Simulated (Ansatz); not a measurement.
# How strongly the parts of graphene/h-BP/graphene sandwich (62 atoms) bind: runs compared

How much energy holds the two parts of graphene/h-BP/graphene sandwich (62 atoms) together, how does it fall off with distance, and how much does it hang on the functional?

Computed with Ansatz 0.2.0: Kohn-Sham DFT, PBE+D3(BJ), PAW (set soft_2), plane waves.

### Step 1. The cell as built

The cell holds 62 atoms: 48 C, 7 B and 7 P. Cell: a = 8.507 Å, b = 8.507 Å, c = 20.910 Å, α = 90.0°, β = 90.0°, γ = 120.0°. It derives from C and BP. 12 cells of graphene (a = 2.46 Å, strained -0.17 %) and 7 cells of h-BP (a = 3.21 Å, +0.17 %) on one hexagonal cell, twist 10.89 deg; facing planes 3.49, 3.42 Å apart; 14 Å of vacuum; displaced by a Gaussian of 0.01 Å. Regions: layer 1, 24 atoms (24 C); layer 2, 14 atoms (7 B and 7 P); layer 3, 24 atoms (24 C). Vacuum lies along c.

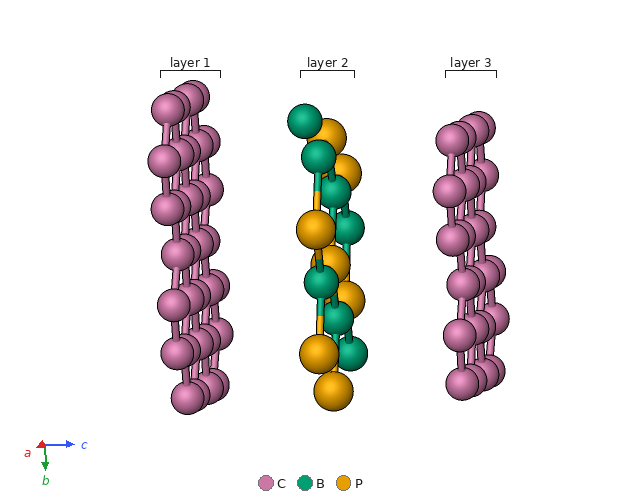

The cell as built. Bonds to atoms that aren't drawn are left out. Some periodic images of atoms are drawn too.

### Step 2. The reference run

The reference is a single point at the end of the relaxation.

The parts (lower: layer 1 and layer 2 and upper: layer 3) keep their atoms where they stand in it, and shifted cells move the upper part rigidly.

Its input, with most atom lines left out:

```yaml
crystal:
  lattice:
    - [8.5073, 0.0, 0.0]
    - [-4.25365, 7.36754, 0.0]
    - [0.0, 0.0, 20.91]
  atoms:
    - { symbol: C, position: [0.16664, 0.66683, 0.32888] }
    - { symbol: C, position: [0.16653, 0.49993, 0.32911] }
    - { symbol: C, position: [0.33324, 5.0e-05, 0.32864] }
    - { symbol: C, position: [0.33321, 0.83338, 0.32863] }
    - { symbol: C, position: [0.16655, 0.16677, 0.32911] }
    - { symbol: C, position: [0.16658, 0.99996, 0.32893] }
    - { symbol: C, position: [0.3332, 0.50004, 0.32942] }
    [... atom lines 8 to 62 left out ...]
kpoints:
  mp_grid: { grid: [3, 3, 1] }
hamiltonian:
  xc: pbe
  dispersion: d3bj
scf:
  occupations: { method: gaussian, width: 0.05 }
output:
  forces: true
  populations: true
  dos:
    method: { smearing: { sigma: 0.08 } }
    de: 0.1
    projected:
      site_lists:
        B: [B]
        C: [C]
        P: [P]
        layer_1: [0, 1, 2, 3, 4, 5, 6, 7, 8, 9, 10, 11, 12, 13, 14, 15, 16, 17, 18, 19, 20, 21, 22, 23]
        layer_2: [24, 25, 26, 27, 28, 29, 30, 31, 32, 33, 34, 35, 36, 37]
        layer_3: [38, 39, 40, 41, 42, 43, 44, 45, 46, 47, 48, 49, 50, 51, 52, 53, 54, 55, 56, 57, 58, 59, 60, 61]
  eigenvalues: true
  write_density: true
  write_potential: true
  volumetric_format: npy
```

* free energy per atom: -297.3377 eV/atom
* r.m.s. force component: 0.00783 eV/Å

No gap is quoted, since levels at the Fermi energy are partly filled.

### Step 3. The runs

Each row is one run, on 8 threads of Arm Neoverse V2, shared host. The free energy is the program's total, comparable only between runs with the same functional, potentials and atoms, or as a whole against its parts.

```csv
run,atoms,outcome,"ionic steps, all passes",free energy (eV),time,host memory (GiB)
Single point at the start,62,converged,-,-18434.553,22 s,4.9
Relaxation,62,converged,5,-18434.935,76 s,5.0
Single point at the relaxed geometry,62,converged,-,-18434.935,45 s,5.1
The lower part alone,38,converged,-,-12409.205,20 s,3.4
The upper part alone,24,converged,-,-6024.572,9.3 s,2.4
Upper part moved by +0.3 Å,62,converged,-,-18434.836,41 s,5.1
Upper part moved by -0.3 Å,62,converged,-,-18434.744,29 s,5.0
Upper part moved by +0.8 Å,62,converged,-,-18434.547,1.9 min,5.1
Upper part moved by +1.6 Å,62,converged,-,-18434.203,33 s,5.1
Upper part moved by +3 Å,62,converged,-,-18433.954,29 s,5.0
"Whole cell, LDA",62,converged,-,-17791.728,22 s,4.8
"Lower part, LDA",38,converged,-,-11960.363,11 s,3.2
"Upper part, LDA",24,converged,-,-5830.836,4.7 s,2.1
"Whole cell, r2SCAN+D4",62,converged,-,-18494.388,41 s,8.0
"Lower part, r2SCAN+D4",38,converged,-,-12452.953,29 s,6.0
"Upper part, r2SCAN+D4",24,converged,-,-6040.354,15 s,4.6
```

In some runs the program notes that the exchange-correlation potential is rough where the density is thin and the stability of the SCF solution was not settled.

### Step 4. Interaction energy

Whole cell less its two parts, each frozen at the geometry of the whole and solved in the same cell with the same functional, so that energy zeros cancel. The upper part is 'layer 3' and the lower part 'layer 1 and layer 2'. The nearest atoms of the two parts stand 3.60 Å apart. The face is 62.68 Å².

```csv
functional,interaction energy (eV),"of it, the added dispersion term (eV)",per area (meV/Å²),per area (J/m²),per atom of the upper part (meV)
PBE+D3(BJ),-1.157,-1.392,-18.5,-0.30,-48.2
LDA,-0.528,-,-8.4,-0.14,-22.0
r2SCAN+D4,-1.081,-0.791,-17.2,-0.28,-45.0
```

### Step 5. Energy against separation

The upper part is moved rigidly along the normal from its place in the reference.

```csv
shift (Å),energy change (eV),per area (meV/Å²),share of the binding lost (%)
-0.3,0.191,3.04,-
+0.0,0.000,0.00,-
+0.3,0.099,1.58,9
+0.8,0.388,6.20,34
+1.6,0.732,11.68,63
+3.0,0.980,15.64,85
```

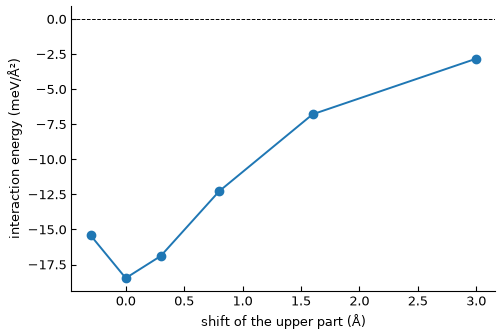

Interaction energy against the shift of the upper part; zero is the parts apart.

### Step 6. Levels of whole and parts

```csv
cell,level spacing (eV),"vacuum level at the upper face, over the highest filled level, or over E_F where no gap is given (eV)",moment (μB)
whole,-,4.25,no spin
lower part,-,-,no spin
upper part,-,4.21,no spin
```

A dash marks a cell without a clear gap, or without a flat potential in the vacuum.

### Step 7. Findings

The parts bind with 18.5 meV/Å² (1.16 eV for the cell) at the level PBE+D3(BJ), the size of van der Waals binding between sheets. The added dispersion term contributes -1.392 eV, the functional itself 0.234 eV. At this one geometry the functionals range from -18.5 (PBE+D3(BJ)) to -8.4 meV/Å² (LDA). The curvature over ±0.3 Å is 0.82×10²⁰ N/m³, and the energy rises faster on the near side. At +3.0 Å, 85 % of the binding is lost; the shift also narrows the vacuum to the periodic image.

Caveats: The functionals run at their own default cutoffs. The parts are frozen, so the energy of their deformation isn't counted. No correction is made for dipoles across the vacuum, and the parts also feel their periodic images through it.

The DFT runs together took 9 min of wall time.

[Logs are printed without paths, hosts, clocks, repeated set-up lines and the standing remarks that a program may print on its own settings, such as how far it seeks lower states.]

[Hosts, paths, dates, database ids (printed as entryN), source tags and the programs' standing remarks are cut or masked in the printed files.]
